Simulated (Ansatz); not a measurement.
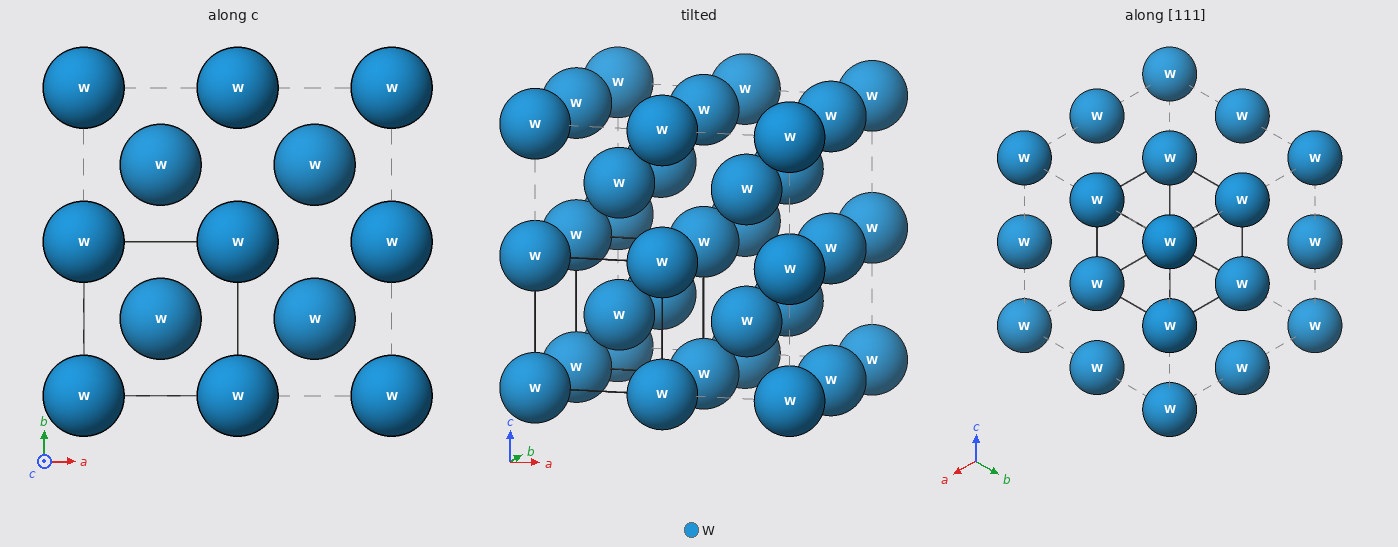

Structure drawing (spheres-only), viewed along the c axis, slightly off an axis and along [111]. A 2×2×2 array of cells is drawn; the conventional unit cell has the solid edges.

What structure is drawn here?

The element is tungsten. Space group Im-3m (No. 229), lattice body-centred cubic. Type of structure: body-centred cubic (W type). The cell holds two atoms. W is linked to eight W in a cubic arrangement. Not all metal-metal contacts are counted.

The model was built from a structure listed in the Materials Project. The cell was then strained or its atoms displaced on purpose. It went into a calculation with Ansatz.

At this level of theory the cell isn't at rest (compressed, at 10 GPa), so its distances can differ from those at equilibrium, the more so the softer the solid.
